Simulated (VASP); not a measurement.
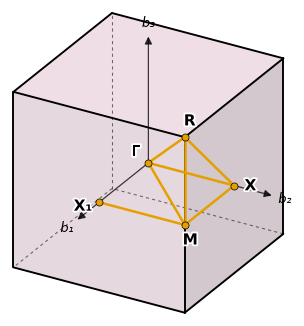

The first Brillouin zone and its special points. Crystal: SiNi, a cell listed in the Materials Project, as set up for an electronic-structure calculation. Symmetry computed with spglib at a tolerance of 0.002 Å; standard conventional cell.

Space group No. 198, P2₁3; a = 4.504 Å, b = 4.504 Å, c = 4.504 Å, α = 90.00°, β = 90.00°, γ = 90.00°.

Labels and path follow the convention of Hinuma et al. (2017), as computed by seekpath; the arrows show the directions of the reciprocal primitive vectors b₁, b₂, b₃, in which coordinates are given; lengths include the factor 2π.

**List the special points with their coordinates and distances from Γ.**

| point | k₁ | k₂ | k₃ | length of k (1/Å) |
| --- | --- | --- | --- | --- |
| Γ | 0 | 0 | 0 | 0.000 |
| R | 1/2 | 1/2 | 1/2 | 1.208 |
| M | 1/2 | 1/2 | 0 | 0.986 |
| X | 0 | 1/2 | 0 | 0.698 |
| X₁ | 1/2 | 0 | 0 | 0.698 |

**What is the zone's volume?**

(2π)³ over the primitive cell's volume of 91.35 Å³: 2.72 Å⁻³.
